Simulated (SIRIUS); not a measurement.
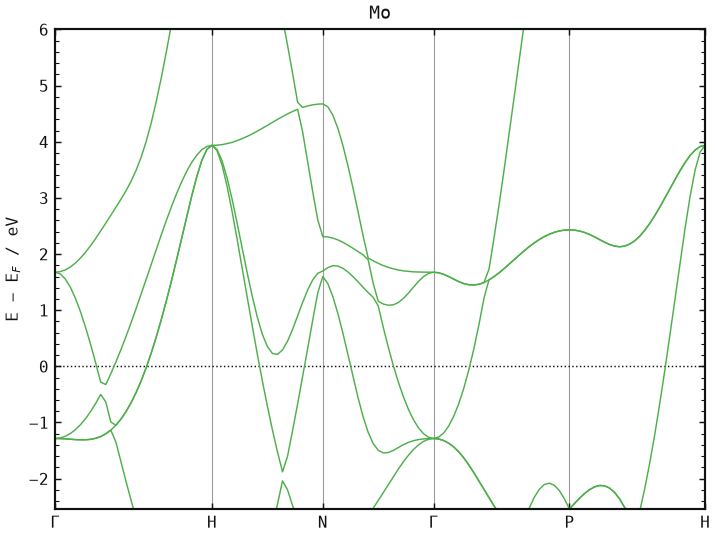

Band structure of bcc Mo, space group Im-3m (No. 229), 1 atom in the primitive cell (cubic a = 3.168 Å). SIRIUS; PBE, all-electron FP-LAPW (ZORA valence), no spin polarisation, no spin-orbit coupling, 12×12×12 k mesh, Fermi-Dirac smearing of 0.05 eV. Energies are counted from the Fermi level.

A metal: 3 bands cross the Fermi level along this path. Bands cross the Fermi level on every line of the path.
